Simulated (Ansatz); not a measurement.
## Geometry relaxation of GaN (part 3 of 3)

Continued. System: GaN (P6₃mc, 8 atoms in the cell). Method: DFT, LDA, plane waves, PAW, no spin polarisation (Ansatz 0.2.0); cutoff 420 eV, 12×12×2 k-mesh, Fermi–Dirac smearing of 0.02 eV. The structure was built on a prototype by a generator. The geometry comes from this level: PBE.

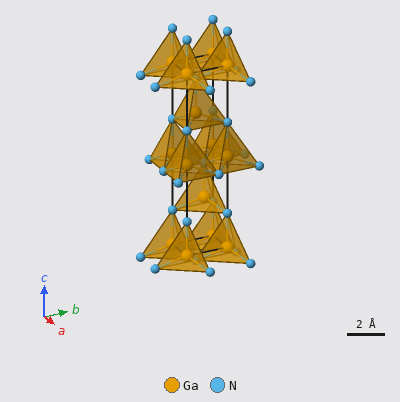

Figure 1. The geometry at step 5 of the log (polyhedral view of the cell of the calculation, seen slightly off an axis; polyhedra are completed across the faces of the cell).

**File v_z.tsv**
```
# z_ang	v_es[eV]	v_tot[eV]
# format = ansatz-planar-average/11
# xc	lda
# density_cutoff_ev	1680
# datasets	Ga=:simpson_from_first_knot:soft:shift=-2981024	N=:simpson_from_first_knot:soft:shift=-528844
# lattice	3.150919278	-0.000000000	0.000000000
# lattice	-1.575459639	2.728776140	-0.000000000
# lattice	0.000000000	-0.000000000	10.283061719
# sites	8
# site	31	-0.000000000	0.000000000	-0.002899475
# site	31	0.000000000	1.819184093	2.570235895
# site	31	0.000000000	-0.000000000	5.138631385
# site	31	1.575459639	0.909592047	7.711766755
# site	7	0.000000000	-0.000000000	1.928944215
# site	7	0.000000000	1.819184093	4.501398368
# site	7	0.000000000	-0.000000000	7.070475075
# site	7	1.575459639	0.909592047	9.642929227
0.000000	2.672625e0	-1.052194e1
0.142820	3.647791e0	-8.852692e0
0.285641	4.392249e0	-7.273120e0
0.428461	5.412436e0	-5.329330e0
0.571281	6.828372e0	-3.022998e0
0.714102	8.608664e0	-5.581777e-1
0.856922	1.041206e1	1.594395e0
0.999742	1.165266e1	2.816536e0
1.142562	1.207228e1	2.884480e0
1.285383	1.141074e1	1.609624e0
1.428203	9.481726e0	-1.093474e0
1.571023	6.679972e0	-4.718874e0
1.713844	3.455453e0	-8.729362e0
1.856664	5.841468e-1	-1.229595e1
1.999484	-1.102730e0	-1.454973e1
2.142305	-1.321450e0	-1.514099e1
2.285125	-3.537171e-1	-1.426392e1
2.427945	1.183880e0	-1.249712e1
2.570765	2.653388e0	-1.052680e1
2.713586	3.613826e0	-8.876325e0
2.856406	4.349604e0	-7.308966e0
2.999226	5.363016e0	-5.373286e0
3.142047	6.772425e0	-3.071493e0
3.284867	8.549329e0	-6.055538e-1
3.427687	1.035749e1	1.556135e0
3.570508	1.161007e1	2.791711e0
3.713328	1.204188e1	2.869531e0
3.856148	1.139563e1	1.605432e0
3.998968	9.479559e0	-1.090089e0
4.141789	6.681060e0	-4.718530e0
4.284609	3.450850e0	-8.741546e0
4.427429	5.749466e-1	-1.231923e1
4.570250	-1.112362e0	-1.457840e1
4.713070	-1.329550e0	-1.517034e1
4.855890	-3.572878e-1	-1.428806e1
4.998711	1.189424e0	-1.250954e1
5.141531	2.672625e0	-1.052194e1
5.284351	3.647791e0	-8.852692e0
5.427171	4.392249e0	-7.273120e0
5.569992	5.412436e0	-5.329330e0
5.712812	6.828372e0	-3.022998e0
5.855632	8.608664e0	-5.581777e-1
5.998453	1.041206e1	1.594395e0
6.141273	1.165266e1	2.816536e0
6.284093	1.207228e1	2.884480e0
6.426914	1.141074e1	1.609624e0
6.569734	9.481726e0	-1.093474e0
6.712554	6.679972e0	-4.718874e0
6.855374	3.455453e0	-8.729362e0
6.998195	5.841468e-1	-1.229595e1
7.141015	-1.102730e0	-1.454973e1
7.283835	-1.321450e0	-1.514099e1
7.426656	-3.537171e-1	-1.426392e1
7.569476	1.183880e0	-1.249712e1
7.712296	2.653388e0	-1.052680e1
7.855117	3.613826e0	-8.876325e0
7.997937	4.349604e0	-7.308966e0
8.140757	5.363016e0	-5.373286e0
8.283577	6.772425e0	-3.071493e0
8.426398	8.549329e0	-6.055538e-1
8.569218	1.035749e1	1.556135e0
8.712038	1.161007e1	2.791711e0
8.854859	1.204188e1	2.869531e0
8.997679	1.139563e1	1.605432e0
9.140499	9.479559e0	-1.090089e0
9.283320	6.681060e0	-4.718530e0
9.426140	3.450850e0	-8.741546e0
9.568960	5.749466e-1	-1.231923e1
9.711781	-1.112362e0	-1.457840e1
9.854601	-1.329550e0	-1.517034e1
9.997421	-3.572878e-1	-1.428806e1
10.140241	1.189424e0	-1.250954e1
```

**Trajectory as extended XYZ (Å, eV, eV/Å), 9 frames, from step=1 to step=9**
```
8
Lattice="3.2171 0.0000 0.0000 -1.6086 2.7861 0.0000 0.0000 0.0000 10.4954" Properties=species:S:1:pos:R:3:forces:R:3 step=1 energy=-16328.15359 pressure_GPa=-10.97
Ga    0.0000    0.0000   -0.0037    0.0000   0.0000   0.0037
Ga    0.0000    1.8574    2.6232    0.0000   0.0000  -0.0035
Ga    0.0000    0.0000    5.2440    0.0000   0.0000   0.0037
Ga    1.6086    0.9287    7.8709    0.0000   0.0000  -0.0035
N     0.0000    0.0000    1.9692    0.0000   0.0000  -0.0005
N     0.0000    1.8574    4.5947    0.0000   0.0000   0.0003
N     0.0000    0.0000    7.2169    0.0000   0.0000  -0.0005
N     1.6086    0.9287    9.8424    0.0000   0.0000   0.0003
8
Lattice="3.1761 0.0000 0.0000 -1.5880 2.7506 0.0000 0.0000 0.0000 10.3610" Properties=species:S:1:pos:R:3:forces:R:3 step=2 energy=-16328.34018 pressure_GPa=-4.34
Ga    0.0000    0.0000   -0.0035    0.0000   0.0000   0.0055
Ga    0.0000    1.8337    2.5895    0.0000   0.0000  -0.0003
Ga    0.0000    0.0000    5.1770    0.0000   0.0000   0.0055
Ga    1.5880    0.9169    7.7700    0.0000   0.0000  -0.0003
N     0.0000    0.0000    1.9440    0.0000   0.0000  -0.0032
N     0.0000    1.8337    4.5358    0.0000   0.0000  -0.0020
N     0.0000    0.0000    7.1245    0.0000   0.0000  -0.0032
N     1.5880    0.9169    9.7163    0.0000   0.0000  -0.0020
8
Lattice="3.1498 0.0000 0.0000 -1.5749 2.7278 0.0000 0.0000 0.0000 10.2801" Properties=species:S:1:pos:R:3:forces:R:3 step=3 energy=-16328.37618 pressure_GPa=0.48
Ga    0.0000    0.0000   -0.0030    0.0000   0.0000   0.0027
Ga    0.0000    1.8185    2.5694    0.0000   0.0000   0.0028
Ga    0.0000    0.0000    5.1371    0.0000   0.0000   0.0027
Ga    1.5749    0.9093    7.7095    0.0000   0.0000   0.0028
N     0.0000    0.0000    1.9285    0.0000   0.0000  -0.0025
N     0.0000    1.8185    4.5002    0.0000   0.0000  -0.0029
N     0.0000    0.0000    7.0685    0.0000   0.0000  -0.0025
N     1.5749    0.9093    9.6402    0.0000   0.0000  -0.0029
8
Lattice="3.1527 0.0000 0.0000 -1.5763 2.7303 0.0000 0.0000 0.0000 10.2849" Properties=species:S:1:pos:R:3:forces:R:3 step=4 energy=-16328.37500 pressure_GPa=0.01 accepted=F
Ga    0.0000    0.0000   -0.0005    0.0000   0.0000  -0.0647
Ga    0.0000    1.8202    2.5730    0.0000   0.0000  -0.0656
Ga    0.0000    0.0000    5.1419    0.0000   0.0000  -0.0647
Ga    1.5763    0.9101    7.7155    0.0000   0.0000  -0.0656
N     0.0000    0.0000    1.9269    0.0000   0.0000   0.0641
N     0.0000    1.8202    4.4998    0.0000   0.0000   0.0653
N     0.0000    0.0000    7.0694    0.0000   0.0000   0.0641
N     1.5763    0.9101    9.6423    0.0000   0.0000   0.0653
8
Lattice="3.1512 0.0000 0.0000 -1.5756 2.7290 0.0000 0.0000 0.0000 10.2843" Properties=species:S:1:pos:R:3:forces:R:3 step=5 energy=-16328.37596 pressure_GPa=0.21
Ga    0.0000    0.0000   -0.0029    0.0000   0.0000  -0.0007
Ga    0.0000    1.8193    2.5706    0.0000   0.0000  -0.0004
Ga    0.0000    0.0000    5.1393    0.0000   0.0000  -0.0007
Ga    1.5756    0.9097    7.7128    0.0000   0.0000  -0.0004
N     0.0000    0.0000    1.9291    0.0000   0.0000   0.0007
N     0.0000    1.8193    4.5019    0.0000   0.0000   0.0004
N     0.0000    0.0000    7.0713    0.0000   0.0000   0.0007
N     1.5756    0.9097    9.6441    0.0000   0.0000   0.0004
8
Lattice="3.1523 0.0000 0.0000 -1.5762 2.7300 0.0000 0.0000 0.0000 10.2873" Properties=species:S:1:pos:R:3:forces:R:3 step=6 energy=-16328.37565 pressure_GPa=0.00
Ga    0.0000    0.0000   -0.0029    0.0000   0.0000  -0.0002
Ga    0.0000    1.8200    2.5713    0.0000   0.0000  -0.0002
Ga    0.0000    0.0000    5.1407    0.0000   0.0000  -0.0002
Ga    1.5762    0.9100    7.7149    0.0000   0.0000  -0.0002
N     0.0000    0.0000    1.9297    0.0000   0.0000   0.0002
N     0.0000    1.8200    4.5032    0.0000   0.0000   0.0002
N     0.0000    0.0000    7.0734    0.0000   0.0000   0.0002
N     1.5762    0.9100    9.6469    0.0000   0.0000   0.0002
8
Lattice="3.1523 0.0000 0.0000 -1.5762 2.7300 0.0000 0.0000 0.0000 10.2873" Properties=species:S:1:pos:R:3:forces:R:3 step=7 energy=-16328.35852 pressure_GPa=-0.27
Ga    0.0000    0.0000   -0.0029    0.0000   0.0000  -0.0002
Ga    0.0000    1.8200    2.5713    0.0000   0.0000  -0.0003
Ga    0.0000    0.0000    5.1407    0.0000   0.0000  -0.0002
Ga    1.5762    0.9100    7.7149    0.0000   0.0000  -0.0003
N     0.0000    0.0000    1.9297    0.0000   0.0000   0.0002
N     0.0000    1.8200    4.5032    0.0000   0.0000   0.0003
N     0.0000    0.0000    7.0734    0.0000   0.0000   0.0002
N     1.5762    0.9100    9.6469    0.0000   0.0000   0.0003
8
Lattice="3.1509 0.0000 0.0000 -1.5755 2.7288 0.0000 0.0000 0.0000 10.2831" Properties=species:S:1:pos:R:3:forces:R:3 step=8 energy=-16328.35909 pressure_GPa=-0.00
Ga    0.0000    0.0000   -0.0029    0.0000   0.0000   0.0000
Ga    0.0000    1.8192    2.5702    0.0000   0.0000   0.0000
Ga    0.0000    0.0000    5.1386    0.0000   0.0000   0.0000
Ga    1.5755    0.9096    7.7118    0.0000   0.0000   0.0000
N     0.0000    0.0000    1.9289    0.0000   0.0000   0.0000
N     0.0000    1.8192    4.5014    0.0000   0.0000   0.0000
N     0.0000    0.0000    7.0705    0.0000   0.0000   0.0000
N     1.5755    0.9096    9.6429    0.0000   0.0000   0.0000
8
Lattice="3.1509 0.0000 0.0000 -1.5755 2.7288 0.0000 0.0000 0.0000 10.2831" Properties=species:S:1:pos:R:3:forces:R:3 step=9 energy=-16328.35862 pressure_GPa=-0.01
Ga    0.0000    0.0000   -0.0029    0.0000   0.0000   0.0000
Ga    0.0000    1.8192    2.5702    0.0000   0.0000   0.0001
Ga    0.0000    0.0000    5.1386    0.0000   0.0000   0.0000
Ga    1.5755    0.9096    7.7118    0.0000   0.0000   0.0001
N     0.0000    0.0000    1.9289    0.0000   0.0000   0.0000
N     0.0000    1.8192    4.5014    0.0000   0.0000  -0.0001
N     0.0000    0.0000    7.0705    0.0000   0.0000   0.0000
N     1.5755    0.9096    9.6429    0.0000   0.0000  -0.0001
```

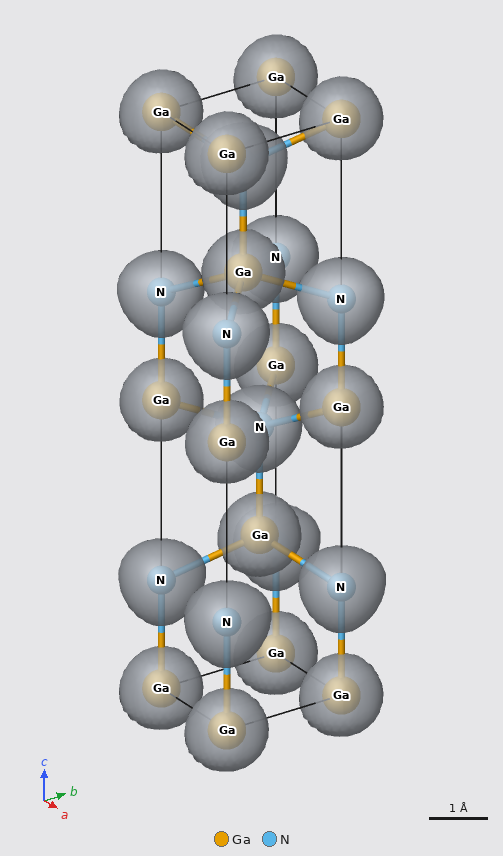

Figure 2. Isosurface of the valence charge density (pseudo) at 1 e/Å³ (grey), seen slightly off an axis. Sticks mark near contacts. The outline is the cell set on symmetry axes. At this value the density breaks into separate islands; it holds about 70 % of the electrons treated as valence (semicore included). It is pinched off along the Ga–N (1.93 Å) contacts. On the grid the lowest density along these lines, outside the cores, is 0.76 e/Å³ (Ga–N, 1.93 Å). Core electrons are frozen (PAW), so the fields are smoothed inside the atomic spheres.

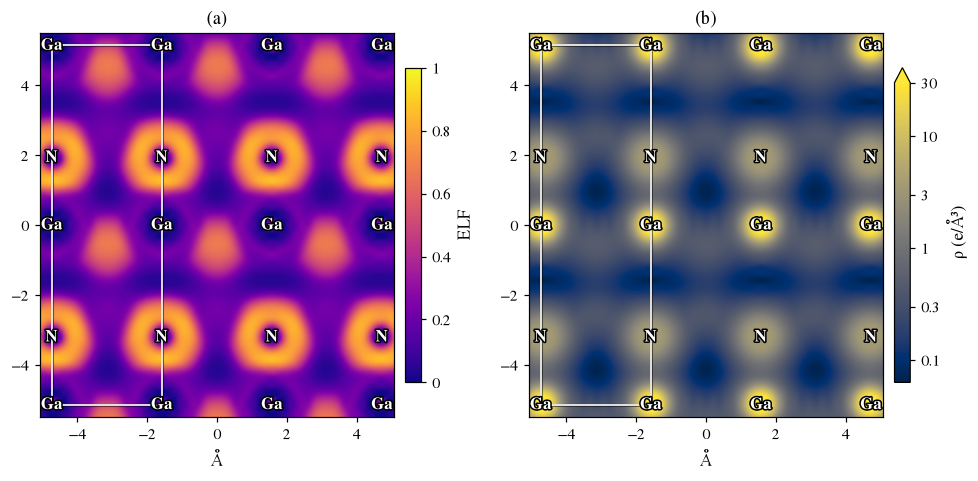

Figure 3. (a) ELF; (b) valence electron density on the (010) plane of the conventional cell. The section cuts through Ga and N sites. Ga–N (1.93 Å): the density is about 0.79 e/Å³ at the midpoint; the ELF is about 0.50 at the midpoint. Away from the nuclei the density in this plane falls to 0.06 e/Å³ at its lowest.

The run was set up as follows.

**The input**
```yaml
crystal:
  lattice:
    - [3.2171330139, 0.0, 0.0]
    - [-1.6085665069, 2.7861189174, 0.0]
    - [0.0, 0.0, 10.4954066517]
  atoms:
    - { symbol: Ga, position: [0.0, 0.0, -0.0003500083] }
    - { symbol: Ga, position: [0.3333333333, 0.6666666667, 0.2499403964] }
    - { symbol: Ga, position: [0.0, 0.0, 0.4996499917] }
    - { symbol: Ga, position: [0.6666666667, 0.3333333333, 0.7499403964] }
    - { symbol: "N", position: [0.0, 0.0, 0.1876293227] }
    - { symbol: "N", position: [0.3333333333, 0.6666666667, 0.4377802891] }
    - { symbol: "N", position: [0.0, 0.0, 0.6876293227] }
    - { symbol: "N", position: [0.6666666667, 0.3333333333, 0.9377802891] }
kpoints:
  mp_grid: { grid: [12, 12, 2] }
hamiltonian:
  xc: lda
scf:
  occupations: { method: fermi_dirac, width: 0.02 }
relax:
  f_tol: 0.005
  cell: {}
output:
  write_density: true
  write_potential: true
  elf: true
  volumetric_format: npy
```

Launched with:
```bash
ansatz run input.yaml --threads 8 --pin off --max-ram 12902MiB --backend cpu --events-out ev --progress --plain --runs-dir out
```

**Results in brief**

- outcome: converged
- space group (tolerance 0.01 Å): P6₃mc (186)
- electrons treated: 72
- free energy: −16328.3586 eV
- Fermi energy: 10.859 eV
- gap on the k-point mesh: 2.04 eV
- pressure: −0.01 GPa
- final volume: 88.42 Å³
- largest force (length of the vector) at the end: under 0.001 eV/Å
- final cell: a = 3.151 Å, b = 3.151 Å, c = 10.283 Å, α = 90.00°, β = 90.00°, γ = 120.00°
- hardware: 8 threads of Intel Xeon (Sapphire Rapids), 64 GiB of memory available, shared host
- wall time: 11 s (CPU time 76 s)
- peak memory: 0.7 GiB
